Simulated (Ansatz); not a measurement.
Input of the run:

```
crystal:
  lattice:
    - [-0.1342974742, 2.7805092875, 2.7805092875]
    - [2.7805092875, -0.1342974742, 2.7805092875]
    - [2.7805092875, 2.7805092875, -0.1342974742]
  atoms:
    - { symbol: Na, position: [0.0, 0.0, 0.0] }
    - { symbol: Cl, position: [0.5, 0.5, 0.5] }
kpoints:
  mp_grid: { grid: [8, 8, 8] }
  band_path:
    path:
      - [0.0, 0.0, 0.0]
      - [0.5, 0.0, 0.5]
      - [0.625, 0.25, 0.625]
      - [0.375, 0.375, 0.75]
      - [0.5, 0.5, 0.5]
      - [0.5, 0.25, 0.75]
    npoints: 1
hamiltonian:
  xc: r2scan
scf:
  occupations: { method: fixed }
  n_extra_bands: 4
output:
  forces: true
  stress: true
  eigenvalues: true
  write_density: true
  write_potential: true
  elf: true
  volumetric_format: npy
```

Launched with:
```bash
ansatz run input.yaml --threads 2 --pin off --max-ram 2211MiB --backend cpu --events-out ev --progress --plain --runs-dir out
```

What does the calculation give for the electronic structure?

There is a gap; over the k points computed it is 5.59 eV (direct among those points). The upper group of valence states starts about 2.0 eV under the valence-band top (which lies at −2.8 eV on this axis), with a gap beneath it; it holds about 6 electrons a cell. Within the window shown, the tallest peak of the filled states lies 0.5 eV under the valence-band top, at about 5.6 states per eV and cell.

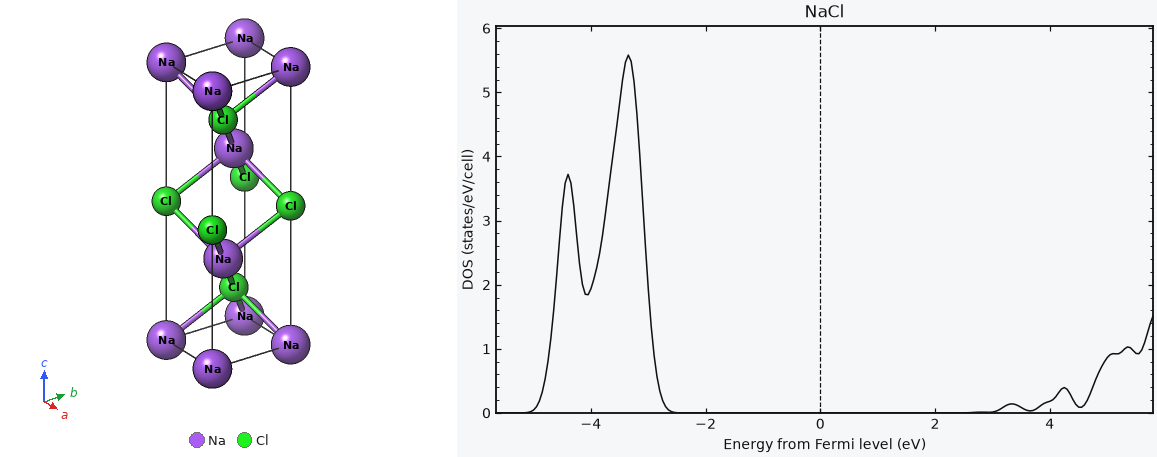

Density of states, beside the structure. Energies are counted from the Fermi level, put mid-gap where there is a gap. The curve is built from the levels of the k mesh with Gaussians 0.3 eV wide, which also blur the band edges.
